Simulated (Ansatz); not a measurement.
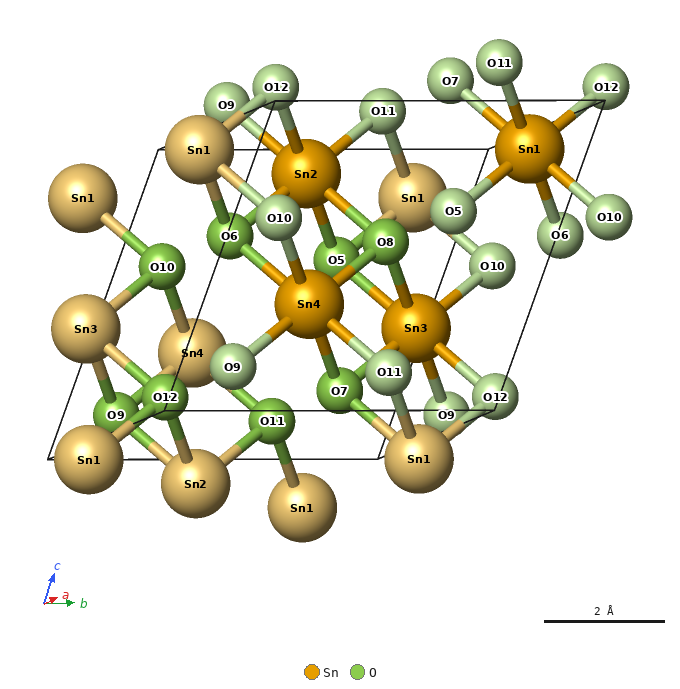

The structure (ball-and-stick view of the cell of the calculation, seen at an oblique angle; neighbours outside the cell are drawn fainter; atoms are numbered from 1 in the order of the input). An atom can appear more than once, as a periodic image. Near neighbours in the periodic cell (some may lie outside the picture): Sn has 6 O at 2.06 Å; O has 3 Sn at 2.06 Å.

# Single-point calculation, with input and output: SnO₂

- system: SnO₂ (12 atoms in the cell)
- method: DFT PBEsol, scalar-relativistic, plane waves, PAW, PAW set soft_1, no spin polarisation (Ansatz 0.2.0)

The structure derives from a Materials Project entry. Figures and captions count atoms from 1; the log counts them from 0 in places.

## Input
```yaml
crystal:
  lattice:
    - [3.1865262334, 1.8397417786, 4.123577381]
    - [-3.1865262334, 1.8397417786, 4.123577381]
    - [0.0, -3.6794835572, 4.1235773811]
  atoms:
    - { symbol: Sn, position: [0.8646807174, 0.8646807174, 0.8646807174] }
    - { symbol: Sn, position: [0.3648245829, 0.3648245829, 0.8648190111] }
    - { symbol: Sn, position: [0.3648245829, 0.8648190111, 0.3648245829] }
    - { symbol: Sn, position: [0.8648190111, 0.3648245829, 0.3648245829] }
    - { symbol: O, position: [0.1235003534, 0.6233501671, 0.6233501671] }
    - { symbol: O, position: [0.6233501671, 0.1235003534, 0.6233501671] }
    - { symbol: O, position: [0.6233501671, 0.6233501671, 0.1235003534] }
    - { symbol: O, position: [0.6062113146, 0.6062113146, 0.6062113146] }
    - { symbol: O, position: [0.1234715296, 0.1234715296, 0.1234715296] }
    - { symbol: O, position: [0.1060883083, 0.1060883083, 0.6062369573] }
    - { symbol: O, position: [0.1060883083, 0.6062369573, 0.1060883083] }
    - { symbol: O, position: [0.6062369573, 0.1060883083, 0.1060883083] }
basis:
  ecutwfc: 520.0
kpoints:
  mp_grid: { grid: [6, 6, 6] }
hamiltonian:
  xc: pbesol
  pseudopotentials: { kind: paw, azcp: { folder: soft_1 } }
scf:
  occupations: { method: gaussian, width: 0.05 }
output:
  forces: true
  stress: true
  eigenvalues: true
  write_density: true
  write_potential: true
  elf: true
  volumetric_format: npy
```

Launched with:
```bash
ansatz run input.yaml --threads 2 --pin off --max-ram 4096MiB --backend cpu --events-out ev --progress --plain --runs-dir out
```

## The program's output
```
Warning: [file] the record states the generating functional pbe (its physics header spells it `PBE`), which answers neither for hamiltonian.xc's functional nor for the pbesol family's — results may be inconsistent (PPs are generated against a specific XC)
Warning: [file] the record states the generating functional pbe (its physics header spells it `PBE`), which answers neither for hamiltonian.xc's functional nor for the pbesol family's — results may be inconsistent (PPs are generated against a specific XC)
Engine: ansatz 0.2.0, aarch64-unknown-linux-gnu
Pseudopotentials: kind: paw
Pseudopotential: Sn, paw, valence charge 14, recommended cutoff 420 eV (normal), [file]
Pseudopotential: O, paw, valence charge 6, recommended cutoff 420 eV (normal), [file]
Functional definition: PBEsol
  exchange = pbesol_x
  correlation = pbesol_c
Crystal: 12 atoms, lattice volume = 145.044 Å³
Basis set: ecut = 520 eV, 3909 PW (Γ), exchange–correlation on 90×90×90 points (8 copies of the dense FFT grid, shifted against one another)
Bands: 64, of which v1, the nominal top of the filled ones, is band 52 counted from 1 (51 counted from 0)
Symmetry: 6 space group operations
Space group: R3m (ITA 160), of the structure as read, at distance tolerance 5.3e-5 Å
k-points: 32 of 216 (time reversal used)
Non-local potential: Sn, projectors of the file, l = 0: 2, l = 1: 2, l = 2: 2, l = 3: 1
Non-local potential: O, projectors of the file, l = 0: 2, l = 1: 2, l = 2: 1
PAW form: soft (Blöchl's): semilocal exchange-correlation on the pseudo side does not see the compensation charge
PAW frozen core: Sn, regenerated for the run's functional, and the local potential with it (the file was generated under x = pbe(κ = 0.804, μ = 0.2195149727645171), c = pbe(β = 0.06672455060314922))
PAW frozen core: O, regenerated for the run's functional, and the local potential with it (the file was generated under x = pbe(κ = 0.804, μ = 0.2195149727645171), c = pbe(β = 0.06672455060314922))
PAW one-centre angular grid: Sn, 590 points (default); XC on 64 Gauss nodes
PAW one-centre angular grid: O, 110 points (default); XC on 64 Gauss nodes
Initial density: superposition of atomic densities (chi_scale 0.1, normalization cell, long waves kept (reshape's long-wave potential 0.03 eV rms))
Initial wavefunctions: pseudopotential atomic-orbital guess
Functional: x = pbesol(κ = 0.804, μ = 0.12345679012345678), c = pbesol(β = 0.046)
SCF iter   1: F=—  HF=-28285.575053 eV  |F-HF|=—  |Δ(HF+E_count)|=         —  Δρ=6.86e-2  dr2=5.70e0  ethr=3.10e-3  ⟨swp⟩=6.0  Hψ=8453  notcnv=0  defer=12
preconditioner: auto → Resta (q_TF=auto, 2.581 Å⁻¹)  ε∞=3.5  [insulator: Δε(μ)=2.369 eV  Ē_g=19.810 eV  σ=0.050 eV  W_gap=1.00  n_scr=50 (ndim 8)  ℏωp=31.4 eV  f_vac=0.014  D(μ)=0.00/eV (n_scr^D=0)  ε∞_Penn≈3.5]
SCF iter   2: F=—  HF=-28284.367236 eV  |F-HF|=—  |Δ(HF+E_count)|=    1.21e0  Δρ=3.45e-2  dr2=1.21e0  ethr=3.10e-3  ⟨swp⟩=2.8  Hψ=4009  notcnv=0  defer=169
SCF iter   3: F=—  HF=-28284.130396 eV  |F-HF|=—  |Δ(HF+E_count)|=   2.37e-1  Δρ=9.77e-3  dr2=1.64e-1  ethr=1.16e-3  ⟨swp⟩=3.3  Hψ=3776  notcnv=0  defer=169
SCF iter   4: F=—  HF=-28284.107970 eV  |F-HF|=—  |Δ(HF+E_count)|=   2.24e-2  Δρ=2.36e-3  dr2=6.81e-3  ethr=1.57e-4  ⟨swp⟩=2.0  Hψ=2875  notcnv=0  defer=169
SCF iter   5: F=—  HF=-28284.113441 eV  |F-HF|=—  |Δ(HF+E_count)|=   5.47e-3  Δρ=8.05e-4  dr2=8.35e-4  ethr=6.55e-6  ⟨swp⟩=2.2  Hψ=2700  notcnv=0  defer=169
SCF iter   6: F=—  HF=-28284.114806 eV  |F-HF|=—  |Δ(HF+E_count)|=   1.36e-3  Δρ=1.43e-4  dr2=2.53e-5  ethr=8.02e-7  ⟨swp⟩=2.0  Hψ=2813  notcnv=0  defer=169
SCF iter   7: F=—  HF=-28284.114772 eV  |F-HF|=—  |Δ(HF+E_count)|=   3.39e-5  Δρ=3.79e-5  dr2=1.66e-6  ethr=2.43e-8  ⟨swp⟩=2.0  Hψ=3062  notcnv=0  defer=169
SCF iter   8: F=—  HF=-28284.114774 eV  |F-HF|=—  |Δ(HF+E_count)|=   2.03e-6  Δρ=4.03e-5  dr2=1.85e-6  ethr=1.59e-9  ⟨swp⟩=3.2  Hψ=3518  notcnv=0  defer=169
SCF iter   9: F=-28284.114774 eV  HF=-28284.114774 eV  |F-HF|=2.06e-8  |Δ(HF+E_count)|=   3.10e-7  Δρ=5.49e-6  dr2=3.27e-8  ethr=9.62e-11  ⟨swp⟩=17.5  Hψ=17662  notcnv=0
SCF 1 converged in 9 iterations: F = -28284.114774 eV  dr2 = 3.27e-8
  greatest PAW one-centre occupation: 0.997 electrons in one spin orbital (limit 2), on the Sn atom at site 2 (counted from 0), in its partial waves of l = 2
SCF converged after 9 iterations
Free energy (F): -28284.114774 eV
Harris-Foulkes:  -28284.114774 eV  (|F-HF|=2.06e-8)
Internal energy: -28284.114774 eV  (E = F + TS)
E sigma→0 (E₀):  -28284.114774 eV
Fermi energy:    9.924114 eV
--- Per-component energies (eV) ---
  E_band       = -261.989345
  E_kinetic    = 2042.271248
  E_local      = -6914.748556  (includes V_loc(G=0)·N_el)
  E_nonlocal   = 1014.242635
  E_hartree    = 3155.679659
  E_xc         = -1065.230472
  E_vxc        = -1050.065072  (∫ρ·V_xc dr)
  E_paw        = -18458.075748  (= ΣΔE_a)
  E_vpaw       = -1665.050736  (= ΣTr[D̂ρ^β])
  E_aug_tail   = 0.002062  (compensation charges beyond the density's cutoff)
  E_ewald      = -8059.677263
  E_core_change = 1.421661  (= ΣΔE_core)
  E_smearing   = -0.000000  (= −TS)
  E_closure    = 0.000000  (closes the sum)
  Σ components = -28284.114774   (vs F -28284.114774, Δ=0.00e0)
--- Forces (eV/Å), atoms counted from 1 ---
  atom   1  Sn     0.00000000    -0.00000000    -0.00076481
  atom   2  Sn     0.00000000    -0.00083796     0.00018650
  atom   3  Sn    -0.00072569     0.00041898     0.00018650
  atom   4  Sn     0.00072569     0.00041898     0.00018650
  atom   5  O     -0.00028997    -0.00016741    -1.02612848
  atom   6  O      0.00028997    -0.00016741    -1.02612848
  atom   7  O      0.00000000     0.00033482    -1.02612848
  atom   8  O      0.00000000     0.00000000     1.02551741
  atom   9  O      0.00000000    -0.00000000    -1.02700195
  atom  10  O      0.00000000     0.00030449     1.02667412
  atom  11  O      0.00026370    -0.00015225     1.02667412
  atom  12  O     -0.00026370    -0.00015225     1.02667412
  max |Σ_I F_I| component: 5.29e-5 eV/Å
--- Stress (GPa, compression-positive) ---
       12.781938       0.000000       0.000000
        0.000000      12.781938      -0.000000
       -0.000000      -0.000000       9.801609
  P = ⅓ Tr σ = 11.7885 GPa (117.885 kbar)
--- Band table (eV; the first three rows and the last of 32) ---
  k-point 0: bands = ["-11.9432", "-11.9432", "-11.9432", "-11.3911", "-10.9047", "-10.9047", "-10.8090", "-10.8090", "-10.8090", "-10.7613", "-10.7613", "-10.7613", "-10.6214", "-10.6214", "-10.5773", "-10.5773", "-10.5773", "-10.4818", "-10.4818", "-10.4818", "-9.5813", "-8.4367", "-8.4367", "-8.4367", "-7.2948", "-5.9466", "-5.9466", "-5.9466", "1.7491", "1.7491", "1.7491", "3.7696", "3.7697", "3.7697", "4.8840", "5.0247", "5.0247", "5.0247", "7.2956", "7.2956", "7.6210", "7.6210", "7.8878", "7.8879", "7.8879", "8.4609", "8.4609", "8.4609", "8.8706", "8.9248", "8.9248", "8.9248", "10.9220", "14.3301", "14.3301", "14.3301", "14.5941", "16.0122", "16.0123", "16.0123", "19.9519", "19.9519", "20.0795", "20.0795"]
  k-point 1: bands = ["-11.8967", "-11.8967", "-11.8889", "-11.3387", "-10.9810", "-10.8864", "-10.8466", "-10.8466", "-10.8063", "-10.7933", "-10.7933", "-10.7615", "-10.6393", "-10.6217", "-10.6095", "-10.5922", "-10.5922", "-10.5148", "-10.5148", "-10.5016", "-9.5400", "-8.5656", "-8.2915", "-8.2915", "-7.1744", "-6.0393", "-6.0393", "-6.0048", "1.7862", "1.7862", "2.0077", "3.8919", "3.8919", "3.9334", "4.8594", "4.9767", "4.9767", "5.1390", "6.6993", "6.9988", "7.5169", "7.7408", "7.7408", "7.7598", "7.8024", "8.3810", "8.3810", "8.4273", "8.8396", "8.8479", "8.8479", "8.9175", "11.4856", "14.3689", "14.5467", "14.5467", "14.8797", "15.8740", "16.3720", "16.3720", "19.3500", "19.9023", "19.9023", "20.0855"]
  k-point 2: bands = ["-11.7739", "-11.7739", "-11.7336", "-11.2862", "-11.0945", "-11.0592", "-11.0592", "-10.8400", "-10.8230", "-10.7668", "-10.7560", "-10.7560", "-10.6827", "-10.6717", "-10.6386", "-10.6386", "-10.6184", "-10.5502", "-10.5382", "-10.5382", "-9.4093", "-8.8651", "-7.9902", "-7.9901", "-6.8721", "-6.2543", "-6.2542", "-6.1953", "1.8763", "1.8763", "2.7289", "4.0005", "4.0005", "4.3705", "4.5985", "5.1329", "5.1329", "5.4630", "5.6797", "6.4889", "7.1591", "7.1591", "7.2532", "7.4644", "8.0147", "8.3328", "8.3753", "8.3754", "8.7246", "8.7246", "8.8357", "8.8941", "12.5712", "14.2750", "15.0204", "15.0204", "15.4749", "15.6627", "17.2035", "17.2035", "18.5474", "19.3705", "19.5075", "19.5076"]
  k-point 31: bands = ["-11.9525", "-11.9525", "-11.9525", "-11.3811", "-10.9024", "-10.9024", "-10.8112", "-10.8112", "-10.8112", "-10.7673", "-10.7673", "-10.7673", "-10.6204", "-10.6204", "-10.5805", "-10.5805", "-10.5805", "-10.4819", "-10.4819", "-10.4819", "-9.2279", "-8.3465", "-8.3465", "-8.3465", "-7.7700", "-6.1559", "-6.1559", "-6.1559", "2.3242", "2.3243", "2.3243", "4.3846", "4.3846", "4.3846", "5.3258", "5.3258", "5.3258", "5.6519", "6.7211", "6.9773", "6.9773", "6.9773", "7.0656", "7.0656", "7.7788", "7.7788", "7.7788", "7.7826", "7.7826", "8.0292", "8.0292", "8.0292", "12.9734", "14.9914", "14.9915", "14.9915", "15.1142", "17.2074", "17.2074", "17.2074", "18.9319", "18.9319", "18.9319", "20.5287"]
```

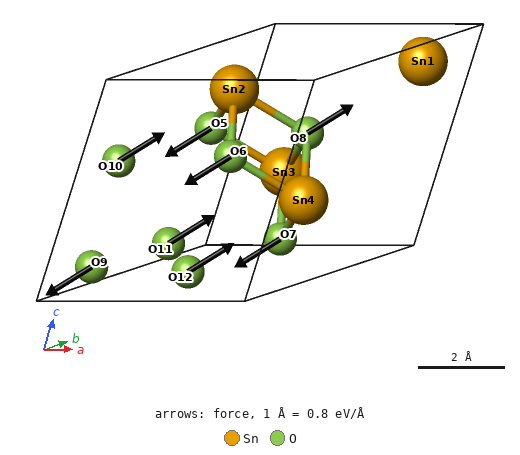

Forces on the atoms as black arrows (ball-and-stick view of the cell of the calculation, seen at an oblique angle; atoms are numbered from 1 in the order of the input). The largest act on all 8 O atoms (1.03 eV/Å). The geometry is not a stationary point of this energy.

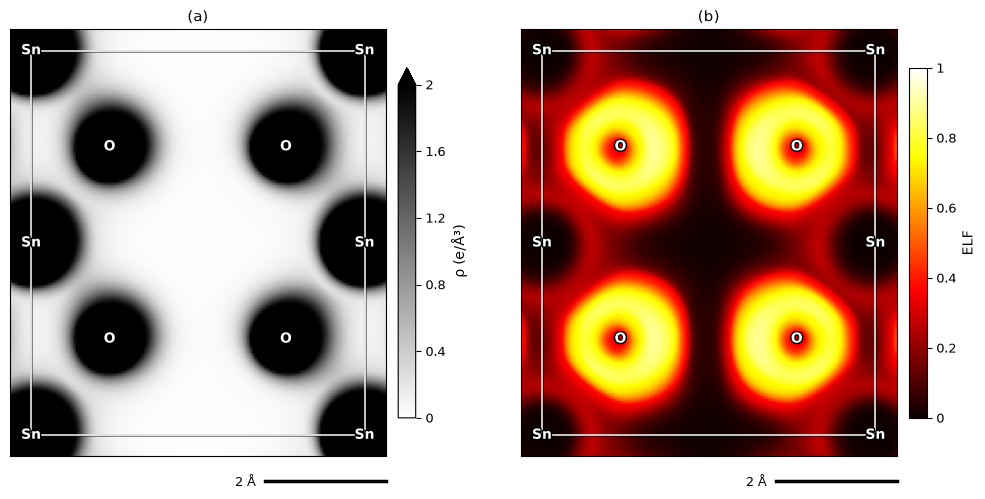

(a) valence pseudo-density; (b) ELF on the (110) plane of the calculation cell. Sn–O (2.06 Å): ρ at the midpoint is about 0.66 e/Å³; the ELF is about 0.30 at the midpoint. Away from the nuclei the density in this plane falls to 0.01 e/Å³ at its lowest. In a PAW calculation such maps are meaningful between the atoms, not at the nuclei.

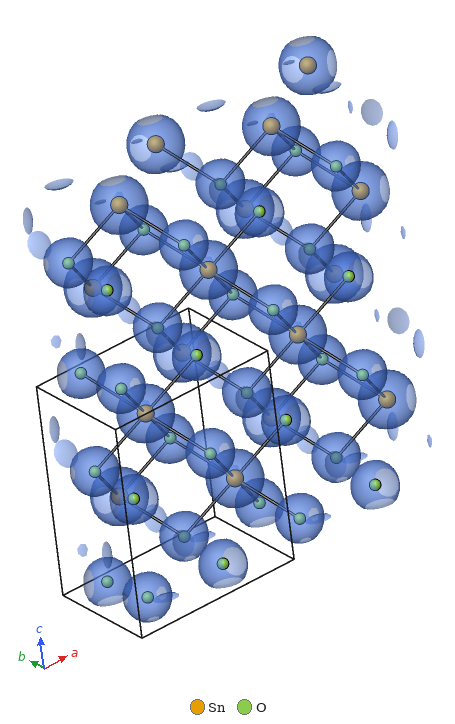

Isosurface of the valence electron density at 1.5 e/Å³ (blue), seen slightly off an axis. Sticks mark near contacts. The outline is the calculation cell. At this value the density breaks into separate islands; it holds about 60 % of the electrons treated as valence (semicore included). It is pinched off along the Sn–O (2.06 Å) contacts. On the grid the lowest density along these lines, outside the cores, is 0.65 e/Å³ (Sn–O, 2.06 Å).

## Summary

```json
{"quantity": "outcome", "value": "converged"}
{"quantity": "space group (tolerance 0.01 Å)", "value": "R-3m (166)"}
{"quantity": "electrons treated", "value": "104"}
{"quantity": "free energy", "value": "−28284.1148 eV"}
{"quantity": "Fermi energy", "value": "9.924 eV"}
{"quantity": "gap on the k-point mesh", "value": "2.00 eV"}
{"quantity": "pressure", "value": "11.79 GPa"}
{"quantity": "largest force (length of the vector)", "value": "1.027 eV/Å"}
{"quantity": "hardware", "value": "2 threads of Arm Neoverse N1, 98 GiB of memory available, shared host"}
{"quantity": "wall time", "value": "49 s (CPU time 97 s)"}
{"quantity": "peak memory", "value": "0.6 GiB"}
```

## Notes

The program warns: the PAW datasets were made with another functional. The cell is under a pressure of 11.8 GPa at this level, so it is not at its equilibrium volume.
